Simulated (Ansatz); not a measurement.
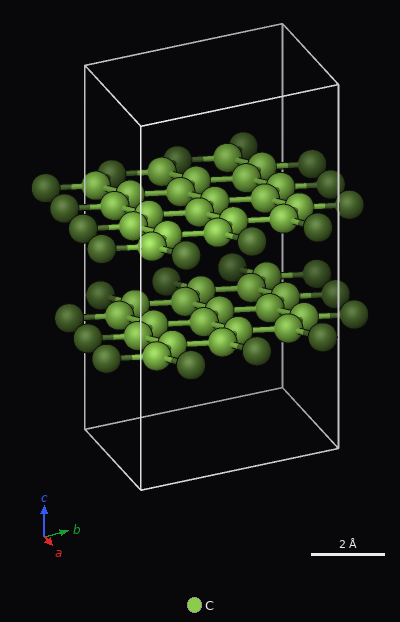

Fig. 1: The starting structure (ball-and-stick view of the 3 × 3 repeat of the cell, with the vacuum cut short, seen slightly off an axis; neighbours outside the cell are drawn fainter). An atom can appear more than once, as a periodic image. Near neighbours in the periodic cell (some may lie outside the picture): C has 3 C at 1.42 Å.

**Run report: C, geometry relaxation (part 1 of 2)**

The run: geometry relaxation of C (slab, 4 atoms in the cell). Method and program: DFT PBE+D3(BJ), scalar-relativistic, plane waves, PAW, PAW set soft_1, no spin polarisation (Ansatz 0.2.0).

The structure derives from an entry of the Crystallography Open Database. The input holds or restrains some coordinates. Forces given for the steps count only the free coordinates.

The input:
```yaml
crystal:
  lattice:
    - [2.4656524413, 0.0, 0.0]
    - [-1.2328262206, 2.1353176511, 0.0]
    - [0.0, 0.0, 17.5000663888]
  atoms:
    - { symbol: C, position: [0.6666666667, 0.3333333333, 0.2571677171] }
    - { symbol: C, position: [0.3333333333, 0.6666666667, 0.2571418816] }
    - { symbol: C, position: [0.6666666667, 0.5, 0.4510313323] }
    - { symbol: C, position: [1.0, 0.1666666667, 0.4510644639] }
basis:
  ecutwfc: 420
kpoints:
  mp_grid: { grid: [15, 15, 1] }
hamiltonian:
  xc: pbe
  pseudopotentials: { kind: paw, azcp: { folder: soft_1 } }
  dispersion: d3bj
scf:
  occupations: { method: gaussian, width: 0.1 }
output:
  forces: true
  eigenvalues: true
  write_density: true
  write_potential: true
  elf: true
  volumetric_format: npy
relax:
  adjacent_minimum: "off"
  f_tol: 0.003
  max_steps: 20
  constraints: [{ site: 1 }, { sites: [0, 2, 3], fix: xy }]
efield:
  axis: 3
  dipole_correction: true
  ramp_width: 0.04
```

Hardware: 1 thread of Intel Xeon (Sapphire Rapids), 32 GiB of memory available, shared host.

Launched with:
```bash
ansatz run input.yaml --threads 1 --pin off --max-ram 3072MiB --backend cpu --events-out ev --progress --plain --runs-dir out
```

The program's output:
```
Engine: ansatz 0.2.0, x86_64-unknown-linux-gnu
Pseudopotentials: kind: paw
Pseudopotential: C, paw, valence charge 4, recommended cutoff 420 eV (normal), [file]
Functional definition: PBE
  parameter kappa = 0.804
  parameter beta = 0.06672455060314922
  exchange = pbe_x(kappa = kappa, mu = beta*pi^2/3)
  correlation = pbe_c(beta = beta)
Crystal: 4 atoms, lattice volume = 92.137 Å³
Basis set: ecut = 420 eV, 1745 PW (Γ), exchange–correlation on 36×36×240 points (8 copies of the dense FFT grid, shifted against one another)
Bands: 12, of which v1, the nominal top of the filled ones, is band 8 counted from 1 (7 counted from 0)
Symmetry: 1 space group operations
Space group: P1 (ITA 1), of the structure as read, at distance tolerance 4.5e-5 Å
k-points: 113 of 225 (time reversal used)
Non-local potential: C, projectors of the file, l = 0: 2, l = 1: 2, l = 2: 1
PAW form: soft (Blöchl's): semilocal exchange-correlation on the pseudo side does not see the compensation charge
PAW one-centre angular grid: C, 110 points (default); XC on 64 Gauss nodes
Initial density: superposition of atomic densities (neutral atoms: chi_scale 0, normalization atom)
Initial wavefunctions: pseudopotential atomic-orbital guess
Functional: x = pbe(κ = 0.804, μ = 0.2195149727645171), c = pbe(β = 0.06672455060314922)
SCF iter   1: F=—  HF=-1006.451653 eV  |F-HF|=—  |Δ(HF+E_count)|=         —  Δρ=7.90e-2  dr2=5.14e0  ethr=3.10e-3  p=-0.000 e·Å  D=-3.11e-8 V/Å  ΔV_dip=0.00 eV  dr2_dipole=1.12e-8  V_vac-E_F(+/−)=8.28/8.28 eV  ⟨swp⟩=6.4  Hψ=9400  notcnv=0
efield: sawtooth ramp at fractional position 0.8341 (placed from the atoms, in the widest stretch of the axis that holds none; the zero of the levels goes with the place), width 0.0400; the density the first Hamiltonian is built on has a dipole p = -0.000 e·Å; the dipole correction subtracts the counter field D = -3.11e-8 V/Å, which shifts the + side's vacuum level by +0.00 eV against the − side's; the planar-averaged density in the ramp window peaks in size at 3.0e-7 e/Å³
preconditioner: auto → LDOS  [insulator: Δε(μ)=0.159 eV  Ē_g=16.294 eV  σ=0.100 eV  W_gap=0.74  n_scr=10 (ndim 8)  ℏωp=15.5 eV  f_vac=0.573  D(μ)=0.11/eV (n_scr^D=2)  ε∞_Penn≈1.9  β→1.0]
SCF iter   2: F=—  HF=-1004.663664 eV  |F-HF|=—  |Δ(HF+E_count)|=    1.79e0  Δρ=3.00e-2  dr2=9.76e-1  ethr=3.10e-3  p=0.000 e·Å  D=2.25e-5 V/Å  ΔV_dip=-0.00 eV  dr2_dipole=7.36e-7  V_vac-E_F(+/−)=2.40/2.40 eV  ⟨swp⟩=4.1  Hψ=4874  notcnv=0
preconditioner: auto → none  [insulator: Δε(μ)=0.228 eV  Ē_g=13.786 eV  σ=0.100 eV  W_gap=0.89  n_scr=10 (ndim 8)  ℏωp=15.5 eV  f_vac=0.608  D(μ)=0.05/eV (n_scr^D=0)  ε∞_Penn≈2.3  β→0.5]
SCF iter   3: F=—  HF=-1004.222097 eV  |F-HF|=—  |Δ(HF+E_count)|=   4.42e-1  Δρ=5.30e-3  dr2=1.97e-2  ethr=3.10e-3  p=0.000 e·Å  D=7.18e-4 V/Å  ΔV_dip=-0.01 eV  dr2_dipole=1.13e-5  V_vac-E_F(+/−)=4.49/4.51 eV  ⟨swp⟩=3.2  Hψ=3784  notcnv=0
SCF iter   4: F=—  HF=-1004.222276 eV  |F-HF|=—  |Δ(HF+E_count)|=   1.79e-4  Δρ=2.33e-3  dr2=1.28e-2  ethr=1.23e-4  p=-0.002 e·Å  D=-3.54e-3 V/Å  ΔV_dip=0.06 eV  dr2_dipole=1.63e-4  V_vac-E_F(+/−)=4.18/4.12 eV  ⟨swp⟩=3.0  Hψ=3270  notcnv=0
SCF iter   5: F=—  HF=-1004.219308 eV  |F-HF|=—  |Δ(HF+E_count)|=   2.97e-3  Δρ=5.08e-4  dr2=1.29e-3  ethr=7.99e-5  p=0.003 e·Å  D=5.80e-3 V/Å  ΔV_dip=-0.10 eV  dr2_dipole=4.44e-4  V_vac-E_F(+/−)=4.21/4.31 eV  ⟨swp⟩=2.2  Hψ=2153  notcnv=0
SCF iter   6: F=—  HF=-1004.219112 eV  |F-HF|=—  |Δ(HF+E_count)|=   1.95e-4  Δρ=2.22e-4  dr2=9.72e-5  ethr=8.03e-6  p=-0.001 e·Å  D=-1.59e-3 V/Å  ΔV_dip=0.03 eV  dr2_dipole=3.09e-5  V_vac-E_F(+/−)=4.29/4.27 eV  ⟨swp⟩=2.2  Hψ=1875  notcnv=0
SCF iter   7: F=—  HF=-1004.219148 eV  |F-HF|=—  |Δ(HF+E_count)|=   3.55e-5  Δρ=8.42e-5  dr2=4.25e-6  ethr=6.08e-7  p=-0.000 e·Å  D=-2.41e-4 V/Å  ΔV_dip=0.00 eV  dr2_dipole=7.01e-7  V_vac-E_F(+/−)=4.28/4.28 eV  ⟨swp⟩=2.5  Hψ=1867  notcnv=0
SCF iter   8: F=—  HF=-1004.219152 eV  |F-HF|=—  |Δ(HF+E_count)|=   4.65e-6  Δρ=2.03e-5  dr2=2.70e-7  ethr=2.66e-8  p=0.000 e·Å  D=6.88e-6 V/Å  ΔV_dip=-0.00 eV  dr2_dipole=1.34e-9  V_vac-E_F(+/−)=4.28/4.28 eV  ⟨swp⟩=2.7  Hψ=2259  notcnv=0
iter 9 did not close the SCF: its close was put off until two iterations running show no level that it waits for move by more than its bar (scf_convergence_deferred on its scf_iter line)
SCF iter   9: F=-1004.219153 eV  HF=-1004.219153 eV  |F-HF|=1.20e-9  |Δ(HF+E_count)|=   4.02e-7  Δρ=3.38e-6  dr2=1.29e-8  ethr=1.41e-9  p=-0.000 e·Å  D=-6.86e-6 V/Å  ΔV_dip=0.00 eV  dr2_dipole=3.63e-12  V_vac-E_F(+/−)=4.28/4.28 eV  ⟨swp⟩=13.9  Hψ=12903  notcnv=0
iter 10 did not close the SCF: its close was put off until two iterations running show no level that it waits for move by more than its bar (scf_convergence_deferred on its scf_iter line)
SCF iter  10: F=-1004.219153 eV  HF=-1004.219153 eV  |F-HF|=1.44e-9  |Δ(HF+E_count)|=   3.45e-9  Δρ=1.09e-6  dr2=7.11e-10  ethr=8.04e-11  p=-0.000 e·Å  D=-1.48e-6 V/Å  ΔV_dip=0.00 eV  dr2_dipole=3.63e-12  V_vac-E_F(+/−)=4.28/4.28 eV  ⟨swp⟩=6.8  Hψ=8671  notcnv=0
SCF iter  11: F=-1004.219153 eV  HF=-1004.219153 eV  |F-HF|=3.30e-10  |Δ(HF+E_count)|=   1.32e-9  Δρ=5.38e-7  dr2=1.79e-10  ethr=4.44e-12  p=-0.000 e·Å  D=-1.39e-6 V/Å  ΔV_dip=0.00 eV  dr2_dipole=1.24e-12  V_vac-E_F(+/−)=4.28/4.28 eV  ⟨swp⟩=5.2  Hψ=7795  notcnv=0
SCF 1 converged in 11 iterations: F = -1004.219153 eV  dr2 = 1.79e-10
  greatest PAW one-centre occupation: 0.673 electrons in one spin orbital (limit 2), on the C atom at site 0 (counted from 0), in its partial waves of l = 0
relax step   1: F+E_penalty+E_count = -1004.21915290 eV  Δ(F+E_penalty+E_count) = +0.000e0 eV  max|allowed force component| = 7.492e-3 eV/Å  Δτ_max = 0.0000 Å  (11 SCF iters, dr2 threshold 2.25e-7 eV, accepted)
Initial density: handed on by an earlier stage of this run
Initial wavefunctions: those handed on with the density
iter 1 solved again at ethr=1.28e-4 eV; its pass at ethr=3.10e-3 eV (dr2=2.05e-2 eV) is discarded
SCF iter   1: F=—  HF=-1004.225364 eV  |F-HF|=—  |Δ(HF+E_count)|=         —  Δρ=4.93e-3  dr2=2.02e-2  ethr=1.28e-4  p=-0.000 e·Å  D=-1.24e-6 V/Å  ΔV_dip=0.00 eV  dr2_dipole=6.05e-4  V_vac-E_F(+/−)=4.27/4.27 eV  ⟨swp⟩=1.0  Hψ=6920  notcnv=0
efield: sawtooth ramp at fractional position 0.8341 (handed on by an earlier solve), width 0.0400; the density the first Hamiltonian is built on has a dipole p = -0.000 e·Å; the dipole correction subtracts the counter field D = -1.24e-6 V/Å, which shifts the + side's vacuum level by +0.00 eV against the − side's; the planar-averaged density in the ramp window peaks in size at 1.2e-7 e/Å³
preconditioner: auto → LDOS  [insulator: Δε(μ)=0.196 eV  Ē_g=14.934 eV  σ=0.100 eV  W_gap=0.83  n_scr=10 (ndim 8)  ℏωp=15.5 eV  f_vac=0.593  D(μ)=0.08/eV (n_scr^D=2)  ε∞_Penn≈2.1  β→1.0]
SCF iter   2: F=—  HF=-1004.231913 eV  |F-HF|=—  |Δ(HF+E_count)|=   6.55e-3  Δρ=3.42e-3  dr2=4.34e-2  ethr=1.26e-4  p=-0.013 e·Å  D=-2.52e-2 V/Å  ΔV_dip=0.44 eV  dr2_dipole=6.03e-3  V_vac-E_F(+/−)=4.68/4.24 eV  ⟨swp⟩=3.3  Hψ=3267  notcnv=0  recentre
preconditioner: auto → none  [insulator: Δε(μ)=0.246 eV  Ē_g=14.985 eV  σ=0.100 eV  W_gap=0.92  n_scr=10 (ndim 8)  ℏωp=15.5 eV  f_vac=0.594  D(μ)=0.04/eV (n_scr^D=0)  ε∞_Penn≈2.1  β→0.5]
SCF iter   3: F=—  HF=-1004.219896 eV  |F-HF|=—  |Δ(HF+E_count)|=   1.20e-2  Δρ=1.39e-3  dr2=3.64e-3  ethr=1.26e-4  p=0.003 e·Å  D=6.45e-3 V/Å  ΔV_dip=-0.11 eV  dr2_dipole=1.03e-3  V_vac-E_F(+/−)=4.22/4.34 eV  ⟨swp⟩=2.6  Hψ=3021  notcnv=0
SCF iter   4: F=—  HF=-1004.219353 eV  |F-HF|=—  |Δ(HF+E_count)|=   5.44e-4  Δρ=6.80e-4  dr2=9.71e-4  ethr=2.28e-5  p=-0.003 e·Å  D=-6.56e-3 V/Å  ΔV_dip=0.11 eV  dr2_dipole=3.89e-4  V_vac-E_F(+/−)=4.34/4.22 eV  ⟨swp⟩=2.3  Hψ=1966  notcnv=0
SCF iter   5: F=—  HF=-1004.219190 eV  |F-HF|=—  |Δ(HF+E_count)|=   1.63e-4  Δρ=2.70e-4  dr2=4.49e-5  ethr=6.07e-6  p=-0.001 e·Å  D=-1.13e-3 V/Å  ΔV_dip=0.02 eV  dr2_dipole=1.16e-5  V_vac-E_F(+/−)=4.29/4.27 eV  ⟨swp⟩=1.4  Hψ=1484  notcnv=0
SCF iter   6: F=—  HF=-1004.219198 eV  |F-HF|=—  |Δ(HF+E_count)|=   8.08e-6  Δρ=8.16e-5  dr2=2.78e-6  ethr=2.80e-7  p=-0.000 e·Å  D=-6.91e-5 V/Å  ΔV_dip=0.00 eV  dr2_dipole=2.82e-7  V_vac-E_F(+/−)=4.27/4.27 eV  ⟨swp⟩=2.1  Hψ=1850  notcnv=0
SCF iter   7: F=—  HF=-1004.219199 eV  |F-HF|=—  |Δ(HF+E_count)|=   1.19e-6  Δρ=2.46e-5  dr2=4.30e-7  ethr=1.73e-8  p=0.000 e·Å  D=5.55e-6 V/Å  ΔV_dip=-0.00 eV  dr2_dipole=2.52e-10  V_vac-E_F(+/−)=4.27/4.27 eV  ⟨swp⟩=2.4  Hψ=2266  notcnv=0
SCF iter   8: F=—  HF=-1004.219199 eV  |F-HF|=—  |Δ(HF+E_count)|=   3.02e-8  Δρ=4.94e-6  dr2=1.51e-8  ethr=2.69e-9  p=0.000 e·Å  D=1.12e-5 V/Å  ΔV_dip=-0.00 eV  dr2_dipole=1.00e-9  V_vac-E_F(+/−)=4.27/4.27 eV  ⟨swp⟩=2.7  Hψ=2351  notcnv=0
iter 9 did not close the SCF: its close was put off until two iterations running show no level that it waits for move by more than its bar (scf_convergence_deferred on its scf_iter line)
SCF iter   9: F=-1004.219199 eV  HF=-1004.219199 eV  |F-HF|=6.92e-10  |Δ(HF+E_count)|=   9.68e-9  Δρ=1.39e-6  dr2=1.46e-9  ethr=5.62e-11  p=-0.000 e·Å  D=-3.56e-6 V/Å  ΔV_dip=0.00 eV  dr2_dipole=9.92e-11  V_vac-E_F(+/−)=4.27/4.27 eV  ⟨swp⟩=11.4  Hψ=10345  notcnv=0
iter 10 did not close the SCF: its close was put off until two iterations running show no level that it waits for move by more than its bar (scf_convergence_deferred on its scf_iter line)
SCF iter  10: F=-1004.219199 eV  HF=-1004.219199 eV  |F-HF|=4.55e-13  |Δ(HF+E_count)|=  6.29e-11  Δρ=1.71e-7  dr2=1.72e-11  ethr=9.12e-12  p=-0.000 e·Å  D=-5.98e-7 V/Å  ΔV_dip=0.00 eV  dr2_dipole=9.19e-15  V_vac-E_F(+/−)=4.27/4.27 eV  ⟨swp⟩=5.2  Hψ=7957  notcnv=0
SCF iter  11: F=-1004.219199 eV  HF=-1004.219199 eV  |F-HF|=5.68e-13  |Δ(HF+E_count)|=  6.93e-12  Δρ=7.86e-8  dr2=4.57e-12  ethr=1.00e-12  p=-0.000 e·Å  D=-6.50e-7 V/Å  ΔV_dip=0.00 eV  dr2_dipole=1.32e-14  V_vac-E_F(+/−)=4.27/4.27 eV  ⟨swp⟩=4.8  Hψ=6510  notcnv=0
SCF 2 converged in 11 iterations: F = -1004.219199 eV  dr2 = 4.57e-12
  greatest PAW one-centre occupation: 0.673 electrons in one spin orbital (limit 2), on the C atom at site 2 (counted from 0), in its partial waves of l = 0
relax step   2: F+E_penalty+E_count = -1004.21919907 eV  Δ(F+E_penalty+E_count) = -4.617e-5 eV  max|allowed force component| = 6.266e-3 eV/Å  Δτ_max = 0.0331 Å  (11 SCF iters, accepted)
SCF iter   1: F=—  HF=-1004.219175 eV  |F-HF|=—  |Δ(HF+E_count)|=         —  Δρ=5.22e-4  dr2=2.26e-4  ethr=1.68e-5  p=-0.000 e·Å  D=-6.19e-7 V/Å  ΔV_dip=0.00 eV  dr2_dipole=7.29e-7  V_vac-E_F(+/−)=4.27/4.27 eV  ⟨swp⟩=2.5  Hψ=4075  notcnv=0
efield: sawtooth ramp at fractional position 0.8341 (handed on by an earlier solve), width 0.0400; the density the first Hamiltonian is built on has a dipole p = -0.000 e·Å; the dipole correction subtracts the counter field D = -6.19e-7 V/Å, which shifts the + side's vacuum level by +0.00 eV against the − side's; the planar-averaged density in the ramp window peaks in size at 1.7e-7 e/Å³
preconditioner: auto → LDOS  [insulator: Δε(μ)=0.198 eV  Ē_g=14.941 eV  σ=0.100 eV  W_gap=0.84  n_scr=10 (ndim 8)  ℏωp=15.5 eV  f_vac=0.596  D(μ)=0.08/eV (n_scr^D=2)  ε∞_Penn≈2.1  β→1.0]
SCF iter   2: F=—  HF=-1004.219267 eV  |F-HF|=—  |Δ(HF+E_count)|=   9.20e-5  Δρ=3.78e-4  dr2=5.50e-4  ethr=1.41e-6  p=0.000 e·Å  D=8.79e-4 V/Å  ΔV_dip=-0.02 eV  dr2_dipole=7.51e-6  V_vac-E_F(+/−)=4.24/4.25 eV  ⟨swp⟩=2.5  Hψ=3427  notcnv=0
SCF iter   3: F=—  HF=-1004.219115 eV  |F-HF|=—  |Δ(HF+E_count)|=   1.52e-4  Δρ=4.82e-5  dr2=1.70e-5  ethr=1.41e-6  p=-0.000 e·Å  D=-2.47e-4 V/Å  ΔV_dip=0.00 eV  dr2_dipole=6.13e-7  V_vac-E_F(+/−)=4.28/4.28 eV  ⟨swp⟩=2.6  Hψ=2468  notcnv=0
SCF iter   4: F=—  HF=-1004.219122 eV  |F-HF|=—  |Δ(HF+E_count)|=   6.58e-6  Δρ=7.48e-6  dr2=2.16e-7  ethr=1.06e-7  p=0.000 e·Å  D=1.67e-5 V/Å  ΔV_dip=-0.00 eV  dr2_dipole=1.01e-8  V_vac-E_F(+/−)=4.27/4.27 eV  ⟨swp⟩=2.5  Hψ=1826  notcnv=0
SCF iter   5: F=—  HF=-1004.219121 eV  |F-HF|=—  |Δ(HF+E_count)|=   2.69e-7  Δρ=2.61e-6  dr2=2.07e-8  ethr=1.35e-9  p=-0.000 e·Å  D=-1.16e-5 V/Å  ΔV_dip=0.00 eV  dr2_dipole=7.23e-9  V_vac-E_F(+/−)=4.27/4.27 eV  ⟨swp⟩=2.4  Hψ=2168  notcnv=0
iter 6 did not close the SCF: its close was put off until two iterations running show no level that it waits for move by more than its bar (scf_convergence_deferred on its scf_iter line)
SCF iter   6: F=-1004.219121 eV  HF=-1004.219121 eV  |F-HF|=3.07e-9  |Δ(HF+E_count)|=  8.83e-11  Δρ=1.07e-6  dr2=2.86e-9  ethr=5.62e-11  p=0.000 e·Å  D=2.27e-5 V/Å  ΔV_dip=-0.00 eV  dr2_dipole=8.56e-10  V_vac-E_F(+/−)=4.27/4.27 eV  ⟨swp⟩=10.6  Hψ=9761  notcnv=0
iter 7 did not close the SCF: its close was put off until two iterations running show no level that it waits for move by more than its bar (scf_convergence_deferred on its scf_iter line)
SCF iter   7: F=-1004.219121 eV  HF=-1004.219121 eV  |F-HF|=1.05e-10  |Δ(HF+E_count)|=  6.41e-10  Δρ=2.42e-7  dr2=1.19e-10  ethr=1.78e-11  p=0.000 e·Å  D=1.35e-5 V/Å  ΔV_dip=-0.00 eV  dr2_dipole=3.27e-11  V_vac-E_F(+/−)=4.27/4.27 eV  ⟨swp⟩=6.0  Hψ=7976  notcnv=0
SCF iter   8: F=-1004.219121 eV  HF=-1004.219121 eV  |F-HF|=8.75e-12  |Δ(HF+E_count)|=  8.07e-12  Δρ=6.12e-8  dr2=4.70e-12  ethr=1.00e-12  p=0.000 e·Å  D=1.17e-5 V/Å  ΔV_dip=-0.00 eV  dr2_dipole=8.20e-13  V_vac-E_F(+/−)=4.27/4.27 eV  ⟨swp⟩=4.9  Hψ=7024  notcnv=0
SCF 3 converged in 8 iterations: F = -1004.219121 eV  dr2 = 4.70e-12
relax step   3: F+E_penalty+E_count = -1004.21912146 eV  Δ(F+E_penalty+E_count) = +7.761e-5 eV  max|allowed force component| = 5.351e-2 eV/Å  Δτ_max = 0.0035 Å  (8 SCF iters, rejected (line search))
```
